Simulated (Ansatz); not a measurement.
System: Pt, space group Fm-3m (No. 225) (one of a set of cubic test structures, which need not be the stable phase).

Calculation (Ansatz 0.2.0 development build): equation of state of a cubic crystal from periodic Kohn-Sham density functional theory without spin, third-order Birch-Murnaghan fit to the free energies; pressure corrected for the finite basis. Level: HSE06.

- structure type: fcc
- atoms in cell: 1
- space group number: 225
- lattice centring: face-centred primitive
- k mesh: 6×6×6
- occupation method: Fermi–Dirac
- occupation width: 0.1 eV
- wave cutoff: 570 eV
- datasets: hand-made PAW
- density tolerance: 0 eV
- bands: 13
- density cutoff ratio: 4
- search for lower states: default
- exchange singularity: regularized

What does the calculation give for the energy above the lowest point and pressure against volume? The volume takes the values 14.39, 14.86, 15.33, 15.80, 16.27 Å³/atom.

A third-order Birch–Murnaghan fit gives V0 = 14.98 Å³/atom, B0 = 281 GPa. The energy above the lowest point is 21.3 meV/atom at volume 14.39 Å³/atom and 78.6 meV/atom at 16.27 Å³/atom; the lowest computed point is at volume 14.86 Å³/atom (0.0 meV/atom), and no other minimum shows among the points. The pressure falls from 12.7 GPa at volume 14.39 Å³/atom to −17.8 GPa at 16.27 Å³/atom, and changes sign near 14.99 Å³/atom.

```tsv
volume (Å³/atom)	energy above the lowest point (meV/atom)	pressure (GPa)
14.39	21.3	12.7
14.86	0.0	2.2
15.33	6.2	-6.1
15.80	33.9	-12.6
16.27	78.6	-17.8
```

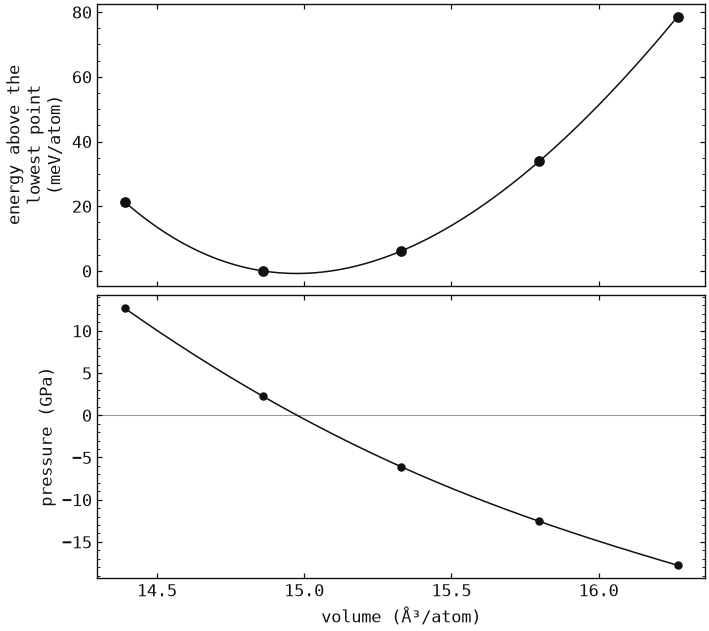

Note: coarse k-mesh, values are not converged in k.
